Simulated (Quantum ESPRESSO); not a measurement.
## Relaxation of cell and atoms, with input and output: Pb (part 1 of 2)

The run: relaxation of cell and atoms of Pb (P-1, 1 atom in the cell). Method and program: Kohn-Sham DFT of a periodic cell, LDA, JTH 2.0 LDA, no spin polarisation (Quantum ESPRESSO 7.5).

The structure derives from an entry of the Crystallography Open Database.

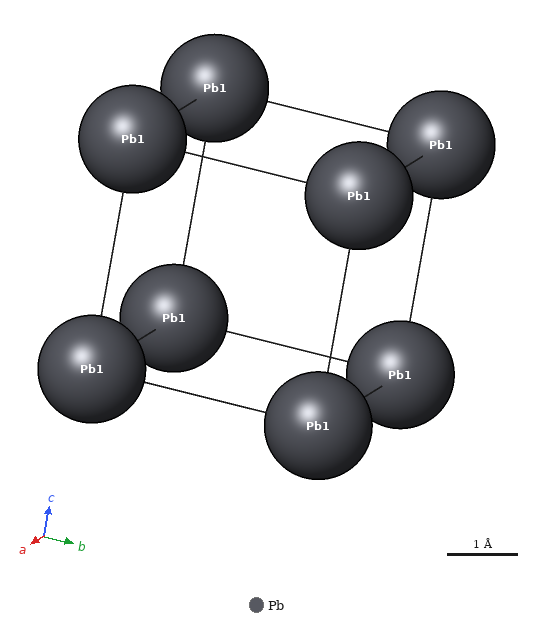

Fig. 1: The input geometry (spheres-only view of the reduced cell, seen slightly off an axis; atoms are numbered from 1 in the order of the input). An atom can appear more than once, as a periodic image.

**The input**
```
&CONTROL
  calculation = 'vc-relax'
  prefix = 'pwscf'
  outdir = './tmp'
  pseudo_dir = './pseudo'
  tprnfor = .true.
  tstress = .true.
  disk_io = 'low'
  nstep = 40
  forc_conv_thr = 0.0004
  etot_conv_thr = 1d-05
/
&SYSTEM
  ibrav = 0
  nat = 1
  ntyp = 1
  ecutwfc = 36
  ecutrho = 216
  nbnd = 13
  occupations = 'smearing'
  smearing = 'mv'
  degauss = 0.01469973
/
&ELECTRONS
  conv_thr = 2d-10
  electron_maxstep = 120
  mixing_beta = 0.5
  startingwfc = 'random'
/
&IONS
  ion_dynamics = 'bfgs'
/
&CELL
  cell_dynamics = 'bfgs'
  press = 0
  press_conv_thr = 0.3
  cell_dofree = 'ibrav'
/
ATOMIC_SPECIES
Pb   207.2000 Pb.LDA_PW-JTH.UPF
CELL_PARAMETERS angstrom
   0.0193336300    2.4628699300    2.4528113600
   2.5028571400   -0.0067465600    2.4788915500
   2.4813249000    2.4674178800    0.0147856800
ATOMIC_POSITIONS crystal
Pb     0.0000000000    0.0000000000    0.0000000000
K_POINTS automatic
9 9 9 0 0 0
```

Machine: 1 thread of Intel Xeon (Granite Rapids), 16 GiB of memory available, shared host.

Launch command:
```bash
OMP_NUM_THREADS=1 pw.x -in pw.in > pw.out
```

**Output**
```
This program is part of the open-source Quantum ESPRESSO suite
     for quantum simulation of materials; please cite
         "P. Giannozzi et al., J. Phys.:Condens. Matter 21 395502 (2009);
         "P. Giannozzi et al., J. Phys.:Condens. Matter 29 465901 (2017);
         "P. Giannozzi et al., J. Chem. Phys. 152 154105 (2020);
          URL
     in publications or presentations arising from this work. More details at

     file Pb.LDA_PW-JTH.UPF: wavefunction(s)  0S 6P 0P 5D 0D renormalized
     Message from routine setup:
     using ibrav=0 with symmetry is DISCOURAGED, use correct ibrav instead

     G-vector sticks info
     --------------------
     sticks:   dense  smooth     PW     G-vecs:    dense   smooth      PW
     Sum         651     435    151                10929     5943    1217

     Using Slab Decomposition

     bravais-lattice index     =            0
     lattice parameter (alat)  =       6.5686  a.u.
     unit-cell volume          =     203.3151 (a.u.)^3
     number of atoms/cell      =            1
     number of atomic types    =            1
     number of electrons       =        14.00
     number of Kohn-Sham states=           13
     kinetic-energy cutoff     =      36.0000  Ry
     charge density cutoff     =     216.0000  Ry
     scf convergence threshold =      2.0E-10
     mixing beta               =       0.5000
     number of iterations used =            8  plain     mixing
     energy convergence thresh.=      1.0E-05
     force convergence thresh. =      4.0E-04
     press convergence thresh. =      3.0E-01
     Exchange-correlation= SLA PW NOGX NOGC
                           (   1   4   0   0   0   0   0)
     nstep                     =           40

     celldm(1)=   6.568636  celldm(2)=   0.000000  celldm(3)=   0.000000
     celldm(4)=   0.000000  celldm(5)=   0.000000  celldm(6)=   0.000000

     crystal axes: (cart. coord. in units of alat)
               a(1) = (   0.005562   0.708541   0.705647 )
               a(2) = (   0.720045  -0.001941   0.713150 )
               a(3) = (   0.713851   0.709850   0.004254 )

     reciprocal axes: (cart. coord. in units 2 pi/alat)
               b(1) = ( -0.705685  0.705381  0.714427 )
               b(2) = (  0.694048 -0.702151  0.699560 )
               b(3) = (  0.706282  0.702748 -0.711197 )

     PseudoPot. # 1 for Pb read from file:
     Pb.LDA_PW-JTH.UPF
     Pseudo is Projector augmented-wave + core cor, Zval = 14.0
     Generated using ATOMPAW code
     Shape of augmentation charge: BESSEL
     Using radial grid of 1130 points,  6 beta functions with:
                l(1) =   0
                l(2) =   0
                l(3) =   1
                l(4) =   1
                l(5) =   2
                l(6) =   2
     Q(r) pseudized with 0 coefficients

     atomic species   valence    mass     pseudopotential
     Pb               14.00   207.20000     Pb( 1.00)

      2 Sym. Ops., with inversion, found

   Cartesian axes

     site n.     atom                  positions (alat units)
         1        Pb     tau(   1) = (   0.0000000   0.0000000   0.0000000  )

     number of k points=   365  Marzari-Vanderbilt smearing, width (Ry)=  0.0147

     Number of k-points >= 100: set verbosity='high' to print them.

     Dense  grid:    10929 G-vectors     FFT dimensions: (  32,  32,  32)

     Smooth grid:     5943 G-vectors     FFT dimensions: (  25,  25,  25)

     Initial potential from superposition of free atoms

     starting charge      13.9982, renormalised to      14.0000
     Starting wfcs are random

     Self-consistent Calculation

     iteration #  1     ecut=    36.00 Ry     beta= 0.50
     Davidson diagonalization with overlap
     ethr =  1.00E-02,  avg # of iterations =  9.7

     Threshold (ethr) on eigenvalues was too large:
     Diagonalizing with lowered threshold

     Davidson diagonalization with overlap
     c_bands:  1 eigenvalues not converged
     c_bands:  1 eigenvalues not converged
     c_bands:  1 eigenvalues not converged
     c_bands:  2 eigenvalues not converged
     c_bands:  1 eigenvalues not converged
     c_bands:  2 eigenvalues not converged
     c_bands:  1 eigenvalues not converged
     c_bands:  1 eigenvalues not converged
     c_bands:  1 eigenvalues not converged
     c_bands:  1 eigenvalues not converged
     c_bands:  1 eigenvalues not converged
     c_bands:  1 eigenvalues not converged
     c_bands:  1 eigenvalues not converged
     c_bands:  1 eigenvalues not converged
     c_bands:  1 eigenvalues not converged
     c_bands:  1 eigenvalues not converged
     c_bands:  1 eigenvalues not converged
     c_bands:  1 eigenvalues not converged
     c_bands:  1 eigenvalues not converged
     c_bands:  1 eigenvalues not converged
     c_bands:  1 eigenvalues not converged
     c_bands:  1 eigenvalues not converged
     c_bands:  1 eigenvalues not converged
     c_bands:  1 eigenvalues not converged
     c_bands:  2 eigenvalues not converged
     c_bands:  1 eigenvalues not converged
     c_bands:  1 eigenvalues not converged
     c_bands:  1 eigenvalues not converged
     c_bands:  1 eigenvalues not converged
     c_bands:  1 eigenvalues not converged
     c_bands:  1 eigenvalues not converged
     c_bands:  1 eigenvalues not converged
     c_bands:  1 eigenvalues not converged
     c_bands:  1 eigenvalues not converged
     c_bands:  1 eigenvalues not converged
     c_bands:  1 eigenvalues not converged
     c_bands:  1 eigenvalues not converged
     c_bands:  1 eigenvalues not converged
     c_bands:  1 eigenvalues not converged
     c_bands:  2 eigenvalues not converged
     c_bands:  1 eigenvalues not converged
     c_bands:  1 eigenvalues not converged
     c_bands:  2 eigenvalues not converged
     c_bands:  1 eigenvalues not converged
     c_bands:  2 eigenvalues not converged
     c_bands:  1 eigenvalues not converged
     c_bands:  1 eigenvalues not converged
     c_bands:  1 eigenvalues not converged
     c_bands:  1 eigenvalues not converged
     c_bands:  1 eigenvalues not converged
     c_bands:  1 eigenvalues not converged
     c_bands:  1 eigenvalues not converged
     c_bands:  1 eigenvalues not converged
     c_bands:  1 eigenvalues not converged
     c_bands:  2 eigenvalues not converged
     ethr =  3.05E-05,  avg # of iterations = 13.3

     total energy              =    -848.23544043 Ry
     estimated scf accuracy    <       0.00452097 Ry

     iteration #  2     ecut=    36.00 Ry     beta= 0.50
     Davidson diagonalization with overlap
     c_bands:  1 eigenvalues not converged
     ethr =  3.23E-05,  avg # of iterations =  2.5

     total energy              =    -848.23638563 Ry
     estimated scf accuracy    <       0.00011101 Ry

     iteration #  3     ecut=    36.00 Ry     beta= 0.50
     Davidson diagonalization with overlap
     c_bands:  1 eigenvalues not converged
     c_bands:  1 eigenvalues not converged
     c_bands:  1 eigenvalues not converged
     c_bands:  1 eigenvalues not converged
     c_bands:  1 eigenvalues not converged
     c_bands:  1 eigenvalues not converged
     c_bands:  1 eigenvalues not converged
     c_bands:  1 eigenvalues not converged
     c_bands:  1 eigenvalues not converged
     c_bands:  1 eigenvalues not converged
     c_bands:  1 eigenvalues not converged
     c_bands:  1 eigenvalues not converged
     ethr =  7.93E-07,  avg # of iterations =  7.2

     total energy              =    -848.23631029 Ry
     estimated scf accuracy    <       0.00005979 Ry

     iteration #  4     ecut=    36.00 Ry     beta= 0.50
     Davidson diagonalization with overlap
     c_bands:  1 eigenvalues not converged
     ethr =  4.27E-07,  avg # of iterations =  2.2

     total energy              =    -848.23631708 Ry
     estimated scf accuracy    <       0.00001191 Ry

     iteration #  5     ecut=    36.00 Ry     beta= 0.50
     Davidson diagonalization with overlap
     ethr =  8.51E-08,  avg # of iterations =  2.0

     total energy              =    -848.23632027 Ry
     estimated scf accuracy    <       0.00000006 Ry

     iteration #  6     ecut=    36.00 Ry     beta= 0.50
     Davidson diagonalization with overlap
     ethr =  4.24E-10,  avg # of iterations =  5.9

     total energy              =    -848.23632050 Ry
     estimated scf accuracy    <       0.00000004 Ry

     iteration #  7     ecut=    36.00 Ry     beta= 0.50
     Davidson diagonalization with overlap
     ethr =  3.15E-10,  avg # of iterations =  2.0

     total energy              =    -848.23632052 Ry
     estimated scf accuracy    <          1.2E-09 Ry

     iteration #  8     ecut=    36.00 Ry     beta= 0.50
     Davidson diagonalization with overlap
     ethr =  8.53E-12,  avg # of iterations =  3.2

     total energy              =    -848.23632052 Ry
     estimated scf accuracy    <          2.7E-10 Ry

     iteration #  9     ecut=    36.00 Ry     beta= 0.50
     Davidson diagonalization with overlap
     ethr =  1.95E-12,  avg # of iterations =  2.3

     End of self-consistent calculation

     Number of k-points >= 100: set verbosity='high' to print the bands.

     the Fermi energy is    10.0199 ev

!    total energy              =    -848.23632052 Ry
     total all-electron energy =      -848.236321 Ry
     estimated scf accuracy    <          1.7E-11 Ry
     smearing contrib. (-TS)   =       0.00039784 Ry
     internal energy E=F+TS    =    -848.23671836 Ry

     The total energy is F=E-TS. E is the sum of the following terms:
     one-electron contribution =     -26.88596997 Ry
     hartree contribution      =      34.75751789 Ry
     xc contribution           =     -17.38468409 Ry
     ewald contribution        =     -96.27024271 Ry
     one-center paw contrib.   =    -742.45333948 Ry

     convergence has been achieved in   9 iterations

     Forces acting on atoms (cartesian axes, Ry/au):

     atom    1 type  1   force =     0.00000000    0.00000000    0.00000000

     Total force =     0.000000     Total SCF correction =     0.000000

     Computing stress (Cartesian axis) and pressure

          total   stress  (Ry/bohr**3)                   (kbar)     P=      -35.46
  -0.00024694   0.00000390  -0.00002671          -36.33        0.57       -3.93
   0.00000390  -0.00023630   0.00000668            0.57      -34.76        0.98
  -0.00002671   0.00000668  -0.00023985           -3.93        0.98      -35.28

     BFGS Geometry Optimization
     Energy error            =      9.0E-04 Ry
     Gradient error          =      0.0E+00 Ry/Bohr
     Cell gradient error     =      3.6E+01 kbar

     number of scf cycles    =   1
     number of bfgs steps    =   0

     enthalpy           new  =    -848.2363205155 Ry

     new trust radius        =       0.0177101696 bohr
WARNING! With ibrav=0, cell_dofree='ibrav' has no effect.
     new conv_thr            =       0.0000000002 Ry

     new unit-cell volume =    199.66172 a.u.^3 (    29.58681 Ang^3 )
     density =     11.62895 g/cm^3

CELL_PARAMETERS (angstrom)
   0.017816449   2.448732314   2.438501997
   2.485749762  -0.006048568   2.462354778
   2.466237340   2.453086320   0.013452054

ATOMIC_POSITIONS (crystal)
Pb               0.0000000000        0.0000000000        0.0000000000

     NEW-OLD atomic charge density approx. for the potential
     New effective cutoffs (rho, wfc):  218.76   36.49

     Self-consistent Calculation

     iteration #  1     ecut=    36.00 Ry     beta= 0.50
     Davidson diagonalization with overlap
     c_bands:  1 eigenvalues not converged
     c_bands:  1 eigenvalues not converged
     c_bands:  1 eigenvalues not converged
     ethr =  1.00E-06,  avg # of iterations =  9.0

     total energy              =    -848.22398519 Ry
     estimated scf accuracy    <       0.00246006 Ry

[... 159 further cycles ...]
     iteration #  5     ecut=    36.00 Ry     beta= 0.50
     Davidson diagonalization with overlap
     ethr =  5.71E-13,  avg # of iterations =  3.1

     End of self-consistent calculation

     Number of k-points >= 100: set verbosity='high' to print the bands.

     the Fermi energy is    10.9126 ev

!    total energy              =    -848.23787444 Ry
     total all-electron energy =      -848.237874 Ry
     estimated scf accuracy    <          1.5E-13 Ry
     smearing contrib. (-TS)   =       0.00042838 Ry
     internal energy E=F+TS    =    -848.23830282 Ry

     The total energy is F=E-TS. E is the sum of the following terms:
     one-electron contribution =     -23.81525687 Ry
     hartree contribution      =      33.66394430 Ry
     xc contribution           =     -17.41843135 Ry
     ewald contribution        =     -98.22487854 Ry
     one-center paw contrib.   =    -742.44368036 Ry

     convergence has been achieved in   5 iterations

     Forces acting on atoms (cartesian axes, Ry/au):

     atom    1 type  1   force =     0.00000000    0.00000000    0.00000000

     Total force =     0.000000     Total SCF correction =     0.000000

     Computing stress (Cartesian axis) and pressure

          total   stress  (Ry/bohr**3)                   (kbar)     P=       -0.21
  -0.00000148   0.00000155  -0.00000138           -0.22        0.23       -0.20
   0.00000155  -0.00000115  -0.00000021            0.23       -0.17       -0.03
  -0.00000138  -0.00000021  -0.00000167           -0.20       -0.03       -0.25

     Energy error            =      3.2E-07 Ry
     Gradient error          =      0.0E+00 Ry/Bohr
     Cell gradient error     =      2.5E-01 kbar
WARNING! With ibrav=0, cell_dofree='ibrav' has no effect.

     bfgs converged in  21 scf cycles and  20 bfgs steps
     (criteria: energy <  1.0E-05 Ry, force <  4.0E-04 Ry/Bohr, cell <  3.0E-01 kbar)

     End of BFGS Geometry Optimization

     Final enthalpy           =    -848.2378744399 Ry

     File ./tmp/pwscf.bfgs deleted, as requested
Begin final coordinates
     new unit-cell volume =    191.43057 a.u.^3 (    28.36708 Ang^3 )
     density =     12.12898 g/cm^3

CELL_PARAMETERS (angstrom)
   0.004780832   2.435801909   2.384366229
   2.445607835  -0.001871391   2.390189605
   2.439317813   2.436176921   0.003967621

ATOMIC_POSITIONS (crystal)
Pb               0.0000000000        0.0000000000        0.0000000000
End final coordinates

     Final scf calculation at the relaxed structure.
     The G-vectors are recalculated for the final unit cell
     Results may differ from those at the preceding step.

     G-vector sticks info
     --------------------
     sticks:   dense  smooth     PW     G-vecs:    dense   smooth      PW
     Sum         625     421    147                10193     5623    1115

     Using Slab Decomposition

     bravais-lattice index     =            0
     lattice parameter (alat)  =       6.5686  a.u.
     unit-cell volume          =     191.4306 (a.u.)^3
     number of atoms/cell      =            1
     number of atomic types    =            1
     number of electrons       =        14.00
     number of Kohn-Sham states=           13
     kinetic-energy cutoff     =      36.0000  Ry
     charge density cutoff     =     216.0000  Ry
     scf convergence threshold =      2.0E-12
     mixing beta               =       0.5000
     number of iterations used =            8  plain     mixing
     press convergence thresh. =      3.0E-01
     Exchange-correlation= SLA PW NOGX NOGC
                           (   1   4   0   0   0   0   0)

     celldm(1)=   6.568636  celldm(2)=   0.000000  celldm(3)=   0.000000
     celldm(4)=   0.000000  celldm(5)=   0.000000  celldm(6)=   0.000000

     crystal axes: (cart. coord. in units of alat)
               a(1) = (   0.001375   0.700754   0.685957 )
               a(2) = (   0.703575  -0.000538   0.687632 )
               a(3) = (   0.701766   0.700862   0.001141 )

     reciprocal axes: (cart. coord. in units 2 pi/alat)
               b(1) = ( -0.713515  0.713245  0.730617 )
               b(2) = (  0.710592 -0.712692  0.726641 )
               b(3) = (  0.713951  0.713131 -0.729947 )

     PseudoPot. # 1 for Pb read from file:
     Pb.LDA_PW-JTH.UPF
     Pseudo is Projector augmented-wave + core cor, Zval = 14.0
     Generated using ATOMPAW code
     Shape of augmentation charge: BESSEL
     Using radial grid of 1130 points,  6 beta functions with:
                l(1) =   0
                l(2) =   0
                l(3) =   1
                l(4) =   1
                l(5) =   2
                l(6) =   2
     Q(r) pseudized with 0 coefficients

     atomic species   valence    mass     pseudopotential
     Pb               14.00   207.20000     Pb( 1.00)

      2 Sym. Ops., with inversion, found

   Cartesian axes

     site n.     atom                  positions (alat units)
         1        Pb     tau(   1) = (   0.0000000   0.0000000   0.0000000  )

     number of k points=   365  Marzari-Vanderbilt smearing, width (Ry)=  0.0147

     Number of k-points >= 100: set verbosity='high' to print them.

     Dense  grid:    10193 G-vectors     FFT dimensions: (  32,  32,  32)

     Smooth grid:     5623 G-vectors     FFT dimensions: (  25,  25,  25)

     Initial potential from superposition of free atoms

     starting charge      13.9982, renormalised to      14.0000
     Starting wfcs are random

     Self-consistent Calculation
```
